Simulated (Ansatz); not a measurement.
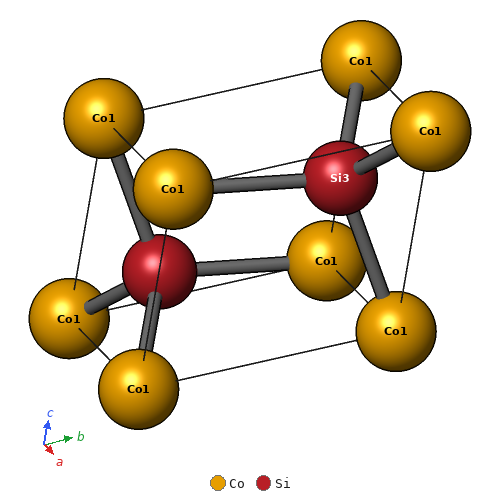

The system is CoSi2 (Fm-3m, No. 225; 3 atoms in the cell); the picture shows the reference structure. The energy is mapped over volume and a fixed ferromagnetic moment. Coordinates scanned: (1) volume per atom; (2) total spin moment of the cell, held fixed. Nothing is relaxed (shape and fractional coordinates fixed). Grid: 7 × 9 points. Points are written as (first, second). All energies are given in meV/atom relative to the lowest grid point. The moment is held fixed and parallel; antiferromagnetic orders weren't tried. The calculation used DFT PBE, scalar-relativistic, plane waves, PAW in Ansatz. Settings: cutoff 520 eV, k-mesh 14×14×14, gaussian smearing 0.15 eV.

Its coordinates:

```yaml
crystal:
  lattice:
    - [0.00000, 2.68018, 2.68018]
    - [2.68018, 0.00000, 2.68018]
    - [2.68018, 2.68018, 0.00000]
  atoms:
    - { symbol: Co, position: [0.00000, 0.00000, 0.00000] }
    - { symbol: Si, position: [0.25000, 0.25000, 0.25000] }
    - { symbol: Si, position: [0.75000, 0.75000, 0.75000] }
```

Range: volume per atom from 11.29 to 14.38 Å³; total spin moment of the cell, held fixed from 0.000 to 2.200 μB.

### What will the energy surface look like?

The lowest grid point is at (12.84 Å³, 0.000 μB). It lies on the edge of the map, which is a mirror line here (the non-magnetic state). The highest grid point, (11.29 Å³, 2.200 μB), lies 920 meV/atom above the lowest.

| second ↓, first → | 11.29 | 11.81 | 12.32 | 12.84 | 13.35 | 13.86 | 14.38 |
| --- | --- | --- | --- | --- | --- | --- | --- |
| 2.200 | 920 | 784 | 687 | 620 | 580 | 560 | 558 |
| 1.925 | 768 | 642 | 554 | 497 | 465 | 454 | 460 |
| 1.650 | 625 | 510 | 431 | 383 | 360 | 357 | 370 |
| 1.375 | 491 | 386 | 317 | 278 | 264 | 269 | 290 |
| 1.100 | 365 | 270 | 212 | 183 | 177 | 190 | 218 |
| 0.825 | 252 | 168 | 119 | 99 | 101 | 121 | 157 |
| 0.550 | 179 | 100 | 56 | 40 | 48 | 73 | 112 |
| 0.275 | 142 | 65 | 23 | 10 | 20 | 48 | 90 |
| 0.000 | 131 | 54 | 12 | 0 | 11 | 40 | 83 |

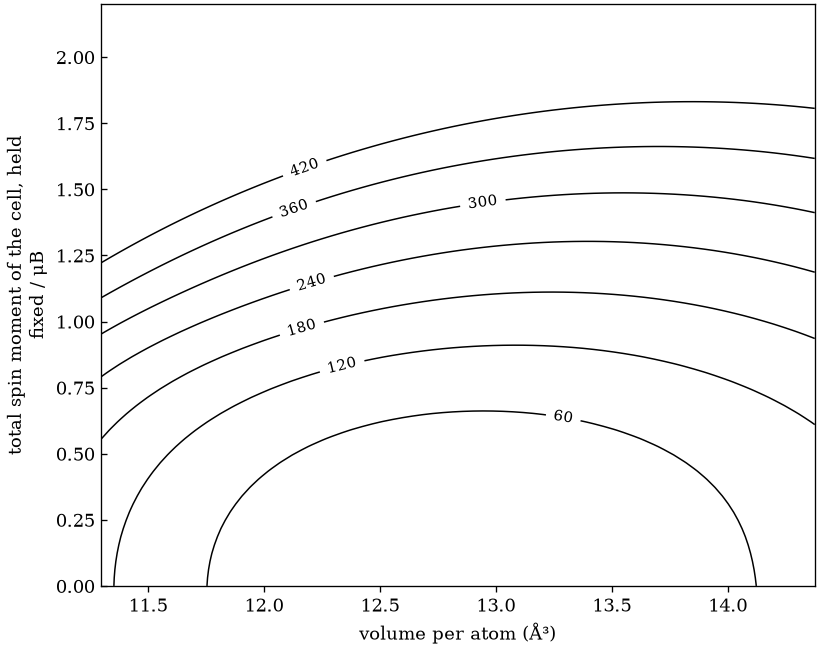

The picture shows contour lines labelled in meV/atom (none above 420). Between grid points the surface is interpolated.

Time for the 63 points that were run: 14 min on 2 threads of Arm Neoverse N1 (shared host).

PAW datasets: the set soft_1.
